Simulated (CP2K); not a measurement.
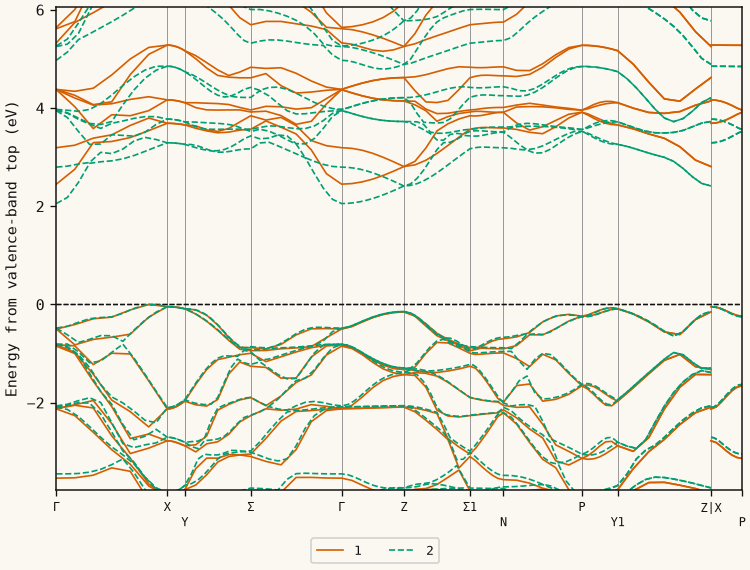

Band structures of anatase TiO2, space group I4_1/amd, 6 atoms in the primitive cell (a = 3.784 Å, c = 9.515 Å (tetragonal axes)), by two methods on the same cell. Each is counted from its own valence-band top.

Question: Which curve is which? The methods: r2SCAN, PBE.

Answer: 1 is r2SCAN; 2 is PBE. r2SCAN gives a gap of 2.45 eV along the path and PBE gives a gap of 2.05 eV along the path.

Settings. r2SCAN: POTENTIAL_UZH Ti GTH-SCAN-q12, O GTH-SCAN-q6; TZVP-MOLOPT-SCAN-GTH basis, no spin polarisation, no spin-orbit coupling, 10×10×10 k mesh, Fermi-Dirac smearing of 0.01 eV (CP2K 2026.2). PBE: POTENTIAL_UZH Ti GTH-PBE-q12, O GTH-PBE-q6; TZVP-MOLOPT-PBE-GTH basis, no spin polarisation, no spin-orbit coupling, 10×10×10 k mesh, Fermi-Dirac smearing of 0.05 eV (CP2K 2026.2).

In reduced coordinates of the cell that was run, X is (−0.5, 0.5, 0), Y is (−0.5, 0.5, −0.079), Σ is (−0.29, 0.29, −0.29), Z is (0.5, 0.5, −0.5), Σ1 is (0.29, 0.71, −0.71), N is (0, 0.5, −0.5), P is (−0.25, 0.75, −0.25) and Y1 is (0.079, 0.921, −0.5). The cell is at 2 GPa in r2SCAN and 6 GPa in PBE. The basis of atomic orbitals isn't converged, which shifts gaps and empty levels. LDA, GGA and most meta-GGA functionals understate gaps.
